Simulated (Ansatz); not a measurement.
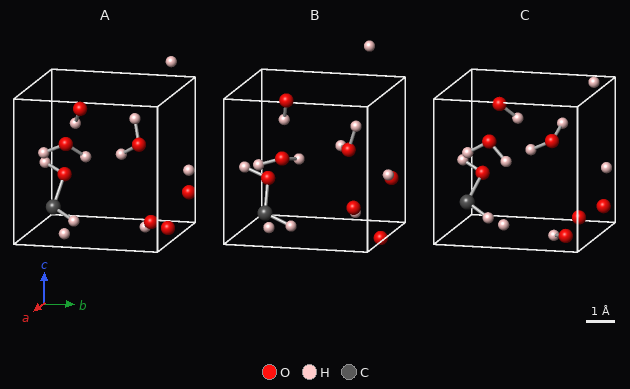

3 geometries from one relaxation of an amorphous cell of composition H₁₀CO₆, in shuffled order. The picture is a ball-and-stick view of the cell of the calculation, seen slightly off an axis.

The cell holds 4 H2O + 1 HCOOH. The run prepares the start of a later molecular dynamics calculation, from a guessed geometry.

The calculation used Ansatz 0.2.0, DFT r2SCAN-D3(BJ), scalar-relativistic, plane waves, PAW. Set-up: plane-wave cutoff 500 eV; k-point mesh 1 × 1 × 1; occupations fermi dirac; smearing width 0.02 eV; no spin polarisation; atoms relaxed in a fixed cell; force threshold 0.3 eV/Å; at most 15 steps.

Put them in the order of the run, from the start to the converged end.

Answer. C, A, B. They are steps 0, 6, 12, at +170 meV per atom, +37.3 meV per atom relative to the last. After 12 geometry steps the energy has fallen by 170 meV per atom. The largest force component goes from 1.1 to 0.2 eV/Å. An H atom moves most: 1.58 Å along [−2 −2 3]. Largest moves by element: H 1.58 Å, O 1.13 Å, C 0.52 Å. The cell doesn't change. Near-neighbour distances that change, for instance: C–O 1.350 → 1.308 Å, H–O 0.980 → 1.003 Å, C–H 1.096 → 1.116 Å, H–O 0.969 → 0.979 Å. Bond angles that change, for instance: C–O–H 106.0° → 110.9°, H–O–H 104.0° → 100.2°, H–O–H 104.0° → 107.0°.

Limits of the set-up: the program's low-accuracy preset was used; the periodic images lie only 5.5 Å apart, so the values are limited by the cell's size.
